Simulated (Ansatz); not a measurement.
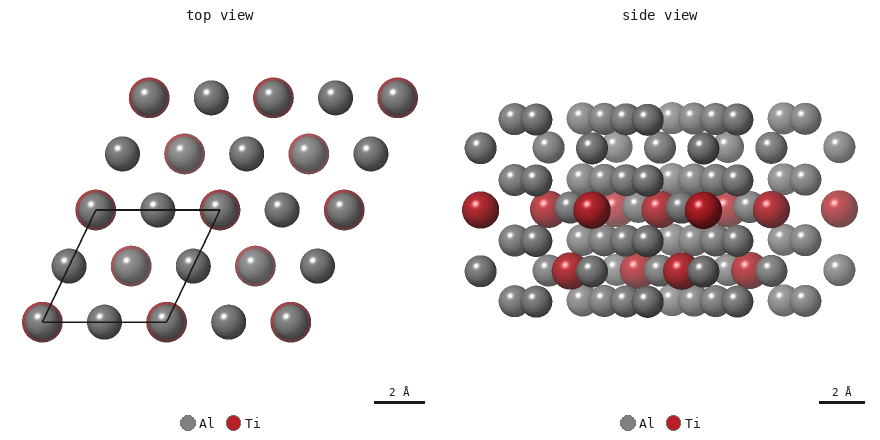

TiAl3(110) (I4/mmm bulk, the cell from a database of computed structures, not from a measurement, 7 atomic planes (those closer than 0.6 Å count as one), 8 Å, Al-terminated, slab composition Al11Ti3) with one Ti vacancy per surface cell (the only one of its kind in that plane of the cell), seen from above and from the side.

Method: Ansatz 0.2.0, DFT PBE+D3(BJ), scalar-relativistic, plane waves, PAW. Cutoff 420 eV, 11 × 11 k-points, Gaussian smearing 0.1 eV, dipole correction. The slab is a cut without reconstruction beyond its cell, at the source's lattice constants, with its lower half held fixed and the rest relaxed. The defects repeat every 5.1 Å and interact, so states at the Fermi level and the work function belong to this dense array. No spin polarisation. The run couldn't confirm all of its levels under its output density. The run warns that the functional's potential is rough in the thin density of the vacuum, where the tip is; weak contrasts and barriers may feel it.

The STM signal is simulated in the Tersoff–Hamann approximation. Bias windows are sharp sums over the levels of the k mesh.

```
CELL_PARAMETERS angstrom
5.06249 0.00000 0.00000
2.17669 4.57065 0.00000
0.00000 0.00000 25.10814
ATOMIC_POSITIONS crystal
Al 0.50000 0.00000 0.33854
Al 0.00000 0.50000 0.33854
Ti 0.50000 0.50000 0.39236
Al 0.00000 0.00000 0.39236
Al 0.00000 0.50000 0.44618
Al 0.50000 0.00000 0.44618
Ti 0.00000 0.00000 0.50107
Al 0.50000 0.50000 0.50500
Al 0.50000 0.00000 0.55360
Al 0.00000 0.50000 0.55360
Al 0.00000 0.00000 0.61076
Al 0.00000 0.50000 0.66172
Al 0.50000 0.00000 0.66172
```

The last single point took 79 s on 2 threads of Intel(R) Xeon(R) Platinum 8259CL CPU @ 2.50GHz (Skylake/Cascade Lake) (shared host), peak memory 1.1 GiB.

Describe the constant-current image at a set point of 3.1 × 10⁻⁶ e/Å³ at a sample bias of −0.50 V.

The brightest spots lie over points 1.4 Å to the side of the top Al atoms and the top Al atoms; the darkest points are over the Al atoms 1.3 Å below the top plane. The corrugation is 29 pm at a mean tip height of 5.0 Å.

Predict the constant-current image at a set point of 1.2 × 10⁻⁵ e/Å³ at +0.50 V.

The brightest spots lie over the top Al atoms and points just beside the top Al atoms; the darkest points are over the Al atoms 1.3 Å below the top plane. The corrugation is 36 pm at a mean tip height of 4.5 Å.

The computed images, with the atoms seen from above drawn over one corner (deeper ones smaller):

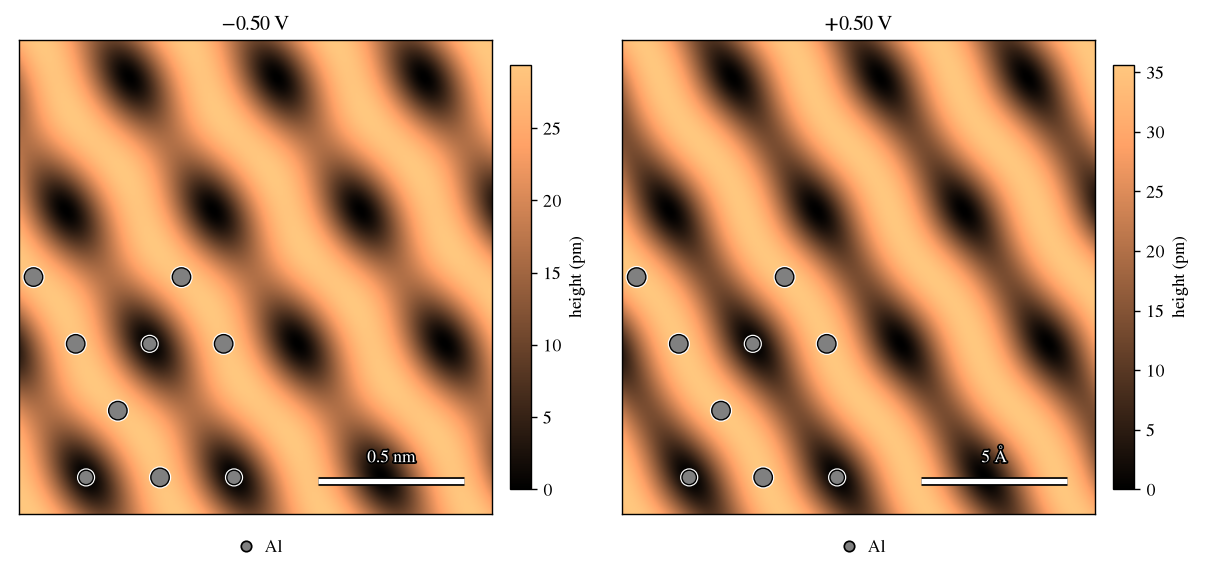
